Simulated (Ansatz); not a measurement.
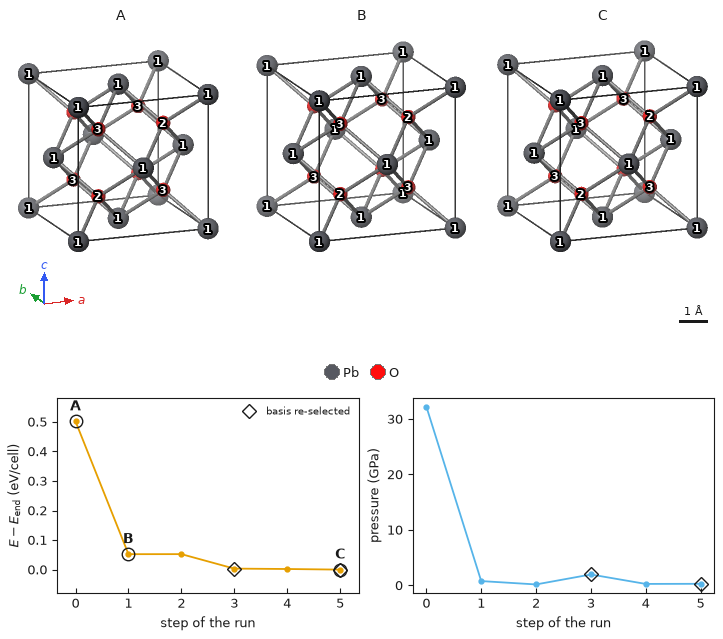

Frames of a relaxation of solid PbO2 (set up in Fm-3m) (coarse preliminary run), marked on the history of the run. A ball-and-stick model of the conventional cell (4 times the calculation's cell), seen slightly off an axis. Lengths and directions refer to the drawn axes.

Case: the second end member.

The calculation used Ansatz, DFT PBE, scalar-relativistic, plane waves, PAW. (plane-wave cutoff 420 eV; k-point mesh 6 × 6 × 6; occupations gaussian; smearing width 0.1 eV; no spin polarisation; cell and atoms relaxed; force threshold 0.05 eV/Å; at most 80 steps)

Describe the path.

Answer. Over 3 accepted moves (5 points after the start) the energy falls by 0.501 eV per cell of the calculation. All forces vanish by symmetry, so only the cell relaxes. Pressure: 32.22 GPa at the start and 0.28 GPa at the end. At 2 points the geometry stayed and the basis and grid were re-selected for the new cell (energy shift of 49.0 meV per cell of the calculation at most each time). No atom moves by more than 0.005 Å relative to the cell. Cell: a = b = c 5.123 → 5.401 Å (+5.4 %). Volume +17.2 %. Some distances before and after: Pb1–O2 2.218 → 2.339 Å. The space group stays Fm-3m (No. 225). From step 0 to 1: volume +15.3 %, energy −0.449 eV per cell of the calculation. From step 1 to 5: volume +1.6 %, energy −52.3 meV per cell of the calculation.
